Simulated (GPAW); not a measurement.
## Run report: CdSe, single-point calculation

The run: single-point calculation of CdSe (P6₃mc, 4 atoms in the cell). Method and program: GLLB-SC model potential, plane waves, PAW (GPAW 26.7.0).

The structure was built on a prototype by a generator. The geometry comes from this level: r2SCAN. Figures and captions count atoms from 1; the log counts them from 0 in places.

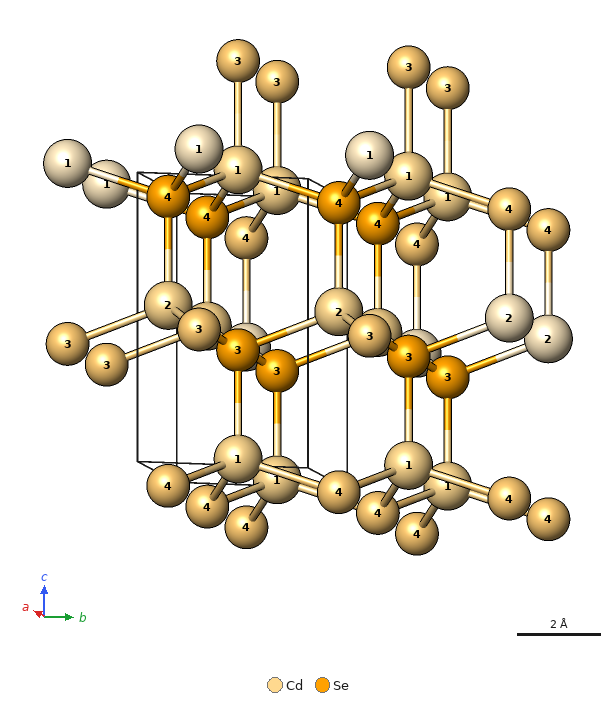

The structure as given in the input (ball-and-stick view of the cell of the calculation, repeated 2 × 2 × 1, seen at an oblique angle; neighbours outside the cell are drawn fainter; atoms are numbered from 1 in the order of the input). Near neighbours in the crystal (not all of them lie inside the picture): Cd has 4 Se at 2.66 Å; Se has 4 Cd at 2.66 Å.

Input file
```python
import json
from ase import Atoms
from gpaw import GPAW, PW, FermiDirac

atoms = Atoms(['Cd', 'Cd', 'Se', 'Se'],
              cell=[[4.34072367, 0.0, 0.0], [-2.17036183, 3.75917697, 0.0], [0.0, 0.0, 7.07664598]],
              scaled_positions=[[0.333333333, 0.666666667, -0.000476004], [0.666666667, 0.333333333, 0.499523996], [0.333333333, 0.666666667, 0.375476004], [0.666666667, 0.333333333, 0.875476004]],
              pbc=True)
calc = GPAW(mode=PW(400), xc='GLLBSC', kpts={'size': (6, 6, 2), 'gamma': True},
            occupations=FermiDirac(0.02), maxiter=100, legacy_gpaw=True, txt='gpaw.txt')
atoms.calc = calc
res = {'energy': atoms.get_potential_energy(force_consistent=True)}
res['electrons'] = calc.get_number_of_electrons()
res['k'] = calc.get_ibz_k_points().tolist()
res['levels'] = [calc.get_eigenvalues(kpt=i).tolist() for i in range(len(res['k']))]
points = [[0.0, 0.0, 0.0], [0.5, 0.0, 0.0], [0.333333, 0.333333, 0.0], [0.0, 0.0, 0.5], [0.5, 0.0, 0.5], [0.333333, 0.333333, 0.5]]
bands = calc.fixed_density(kpts=points, symmetry='off', nbands=round(res['electrons']) // 2 + 6, convergence={'bands': -2}, txt='bands.txt')
res['points'] = [bands.get_eigenvalues(kpt=i).tolist() for i in range(len(points))]
homo, lumo = bands.get_homo_lumo()
potential = calc.hamiltonian.xc.response.calculate_discontinuity_potential(homo, lumo)
res['discontinuity'] = bands.hamiltonian.xc.response.calculate_discontinuity(potential)
json.dump(res, open('results.json', 'w'))
print('free energy (eV):', round(res['energy'], 5))
```

Launched with:
```bash
python run.py
```

What the program printed
```
___ ___ ___ _ _ _
 |   |   |_  | | | |
 | | | | | . | | | |
 |__ |  _|___|_____|  26.7.0
 |___|_|

OpenMP: False

Versions:

Paths:

Git-hashes:

OMP_NUM_THREADS: 1

Input parameters:
  kpts: {gamma: True,
         size: (6, 6, 2)}
  maxiter: 100
  mode: {ecut: 400.0,
         name: pw}
  occupations: {fixmagmom: False,
                name: fermi-dirac,
                width: 0.02}
  xc: GLLBSC

System changes: positions, numbers, cell, pbc, initial_charges, initial_magmoms

Initialize ...

species:
  Cd:
    name:    Cadmium
    id:
    Z:       48.0
    valence: 12
    core:    36
    charge:  0.0  # [|e|]
    compensation charges:
      type: gauss
      rc: 0.38  # [Å]
      lmax: 2
    cutoffs:
      filter: 2.12  # [Å]
      core: 2.62  # [Å]
    projectors
    | kind |    occ | energy [eV] | rcut [Å] |
    |------|--------|-------------|----------|
    |   5s |  2.000 |      -8.047 |    1.191 |
    |   5p |  0.000 |      -3.235 |    1.228 |
    |   4d | 10.000 |     -14.478 |    1.164 |
    |    s |        |      19.165 |    1.191 |
    |    p |        |      23.976 |    1.228 |
    |    d |        |      12.733 |    1.164 |

    Using partial waves for Cd as LCAO basis

  Se:
    name:    Selenium
    id:
    Z:       34.0
    valence: 6
    core:    28
    charge:  0.0  # [|e|]
    compensation charges:
      type: gauss
      rc: 0.27  # [Å]
      lmax: 2
    cutoffs:
      filter: 1.77  # [Å]
      core: 2.61  # [Å]
    projectors
    | kind |    occ | energy [eV] | rcut [Å] |
    |------|--------|-------------|----------|
    |   4s |  2.000 |     -19.929 |    0.847 |
    |   4p |  4.000 |      -9.440 |    1.005 |
    |    s |        |       7.282 |    0.847 |
    |    p |        |      17.771 |    1.005 |
    |    d |        |       0.000 |    0.847 |

    Using partial waves for Se as LCAO basis

Reference energy: -436319.532836  # eV

Spin-paired calculation

Convergence criteria:
 Maximum [total energy] change in last 3 cyles: 0.0005 eV / valence electron
 Maximum integral of absolute [dens]ity change: 0.0001 electrons / valence electron
 Maximum integral of absolute [eigenst]ate change: 4e-08 eV^2 / valence electron
 Maximum number of scf [iter]ations: 100
 (Square brackets indicate name in SCF output, whereas a 'c' in
 the SCF output indicates the quantity has converged.)

Symmetries present (total): 1

  ( 1  0  0)
  ( 0  1  0)
  ( 0  0  1)

72 k-points: 6 x 6 x 2 Monkhorst-Pack grid + [1/12,1/12,1/4]
40 k-points in the irreducible part of the Brillouin zone
       k-points in crystal coordinates                weights
   0:     0.00000000    0.00000000    0.00000000          1/72
   1:     0.00000000    0.00000000    0.50000000          1/72
   2:     0.00000000    0.16666667    0.00000000          2/72
   3:     0.00000000    0.16666667    0.50000000          2/72
   4:     0.00000000    0.33333333    0.00000000          2/72
   5:     0.00000000    0.33333333    0.50000000          2/72
   6:     0.00000000    0.50000000    0.00000000          1/72
   7:     0.00000000    0.50000000    0.50000000          1/72
   8:     0.16666667   -0.33333333    0.00000000          2/72
   9:     0.16666667   -0.33333333    0.50000000          2/72
          ...
  39:     0.50000000    0.50000000    0.50000000          1/72

Wave functions: Plane wave expansion
  Cutoff energy: 400.000 eV
  Number of coefficients (min, max): 2072, 2121
  Pulay-stress correction: 0.000000 eV/Ang^3 (de/decut=0.000000)
  Using FFTW library
  ScaLapack parameters: grid=1x1, blocksize=None
  Wavefunction extrapolation:
    Improved wavefunction reuse through dual PAW basis

Occupation numbers: Fermi-Dirac:
  width: 0.0200  # eV

Eigensolver
   Davidson(niter=2)

Densities:
  Coarse grid: 21*21*35 grid
  Fine grid: 42*42*70 grid
  Total Charge: 0.000000

Density mixing:
  Method: separate
  Backend: msr1
  Linear mixing parameter: 0.05
  old densities: 10
  Width of damping distribution: 1.1
  Damping of long wavelength oscillations: 20

Hamiltonian:
  XC and Coulomb potentials evaluated on a 42*42*70 grid
  Using the GLLBSC Exchange-Correlation functional
  External potential:
    NoExternalPotential

XC parameters: GLLBSC functional being used consists of
  -----------------------------------------------------------------------
  | Weight | Module     | Description                                   |
  -----------------------------------------------------------------------
  |  1.000 | SCREENING  | GGA_X_PBE_SOL with 2 nearest neighbor stencil |
  |  1.000 | RESPONSE   | eps=0.0500 eV                                 |
  |  1.000 | XC         | GGA_C_PBE_SOL with 2 nearest neighbor stencil |
  -----------------------------------------------------------------------

Memory estimate:
  Process memory now: 115.41 MiB
  Calculator: 60.69 MiB
    Density: 8.20 MiB
      Arrays: 3.06 MiB
      Localized functions: 2.78 MiB
      Mixer: 2.36 MiB
    Hamiltonian: 2.07 MiB
      Arrays: 2.00 MiB
      XC: 0.00 MiB
      Poisson: 0.00 MiB
      vbar: 0.07 MiB
    Wavefunctions: 50.43 MiB
      Arrays psit_nG: 33.66 MiB
      Eigensolver: 1.11 MiB
      Projections: 0.98 MiB
      Projectors: 12.80 MiB
      PW-descriptor: 1.88 MiB

Total number of cores used: 1

Number of atoms: 4
Number of atomic orbitals: 26
Number of bands in calculation: 26
Number of valence electrons: 36
Bands to converge: occupied

... initialized

Initializing position-dependent things.

Density initialized from atomic densities
Creating initial wave functions:
  26 bands from LCAO basis set

            Se

        Se  Cd

        Cd

Atomic positions and initial magnetic moments

Positions:
   0 Cd     0.000000    2.506118   -0.003369    ( 0.0000,  0.0000,  0.0000)
   1 Cd     2.170362    1.253059    3.534954    ( 0.0000,  0.0000,  0.0000)
   2 Se     0.000000    2.506118    2.657111    ( 0.0000,  0.0000,  0.0000)
   3 Se     2.170362    1.253059    6.195434    ( 0.0000,  0.0000,  0.0000)

Unit cell:
           periodic     x           y           z      points  spacing
  1. axis:    yes    4.340724    0.000000    0.000000    21     0.1790
  2. axis:    yes   -2.170362    3.759177    0.000000    21     0.1790
  3. axis:    yes    0.000000    0.000000    7.076646    35     0.2022

  Lengths:   4.340724   4.340724   7.076646
  Angles:   90.000000  90.000000 120.000000

Effective grid spacing dv^(1/3) = 0.1956

iter:   1   -13.444410
iter:   2   -13.395488   -0.87  -1.17
iter:   3   -12.413405   -2.02  -1.10
iter:   4   -11.911672   -1.92  -1.42
iter:   5   -11.958658   -2.30  -1.50
iter:   6   -11.906204   -3.42  -1.79
iter:   7   -11.959714   -3.18  -1.73
iter:   8   -12.052716   -3.08  -1.88
iter:   9   -12.020919   -4.65  -2.36
iter:  10   -12.064938   -3.38  -2.31
iter:  11   -12.072507   -4.84  -2.68
iter:  12   -12.081577c  -4.51  -3.00
iter:  13   -12.084690c  -5.62  -3.33
iter:  14   -12.083865c  -6.27  -3.93
iter:  15   -12.083411c  -6.93  -4.37c
iter:  16   -12.082136c  -7.62c -4.36c

Converged after 16 iterations.

Dipole moment: (0.000007, -0.000004, 3.773132) |e|*Ang

Energy contributions relative to reference atoms: (reference = -436319.532836)

Kinetic:       +119.731073
Potential:     -110.728403
External:        +0.000000
XC:             -21.964255
Entropy (-ST):   -0.000000
Local:           +0.879449
SIC:             +0.000000
--------------------------
Free energy:    -12.082136
Extrapolated:   -12.082136

GLLBSC response reference energy: 1.98837 eV (from HOMO)

Showing only first 2 kpts
 Kpt  Band  Eigenvalues  Occupancy
  0    16      1.98882    2.00000
  0    17      1.98882    2.00000
  0    18      3.00239    0.00000
  0    19      4.46469    0.00000

  1    16      1.62997    2.00000
  1    17      1.62997    2.00000
  1    18      4.61437    0.00000
  1    19      4.61440    0.00000

Fermi level: 2.61116

Gap: 1.014 eV
Transition (v -> c):
  (s=0, k=0, n=17, [0.00, 0.00, 0.00]) -> (s=0, k=0, n=18, [0.00, 0.00, 0.00])
No difference between direct/indirect transitions

free energy (eV): -12.08214
```

Summary

```tsv
quantity	value
outcome	converged
space group (tolerance 0.01 Å)	P6₃mc (186)
electrons treated	36
free energy relative to the program's reference atoms	−12.0821 eV
band gap	1.01 eV
hardware	1 thread of Arm Neoverse V2, 24 GiB of memory available, shared host
wall time	58 s
peak memory	0.23 GiB
```
